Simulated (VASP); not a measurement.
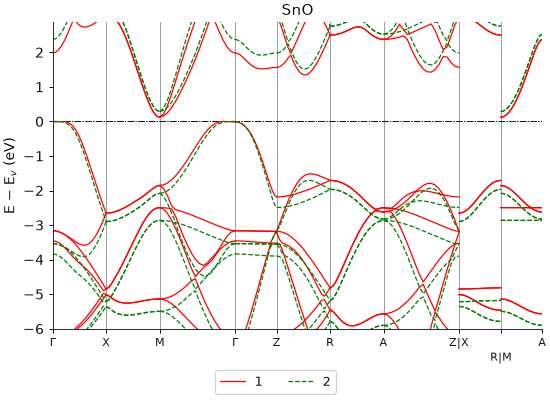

Band structures of SnO, space group P4/nmm, 4 atoms in the cell (a = 3.814 Å, c = 4.887 Å (tetragonal axes)), by two methods on the same cell. Each is counted from its own valence-band top.

### Which curve is which? The methods: PBEsol, r2SCAN.

1 is PBEsol; 2 is r2SCAN. PBEsol gives a gap of 0.12 eV along the path and r2SCAN gives a gap of 0.29 eV along the path.

Settings. PBEsol: VASP PAW PBE potentials, release 64 (Sn_d, O), no spin polarisation, no spin-orbit coupling, 8×8×6 k mesh, 520 eV cutoff, Gaussian smearing of 0.02 eV (VASP). r2SCAN: VASP PAW PBE potentials, release 64 (Sn_d, O), no spin polarisation, no spin-orbit coupling, 8×8×6 k mesh, 520 eV cutoff, Gaussian smearing of 0.02 eV (VASP).

The PAW data sets were made with another functional. LDA, GGA and most meta-GGA functionals understate gaps. The usual form of SnO is litharge (tetragonal).
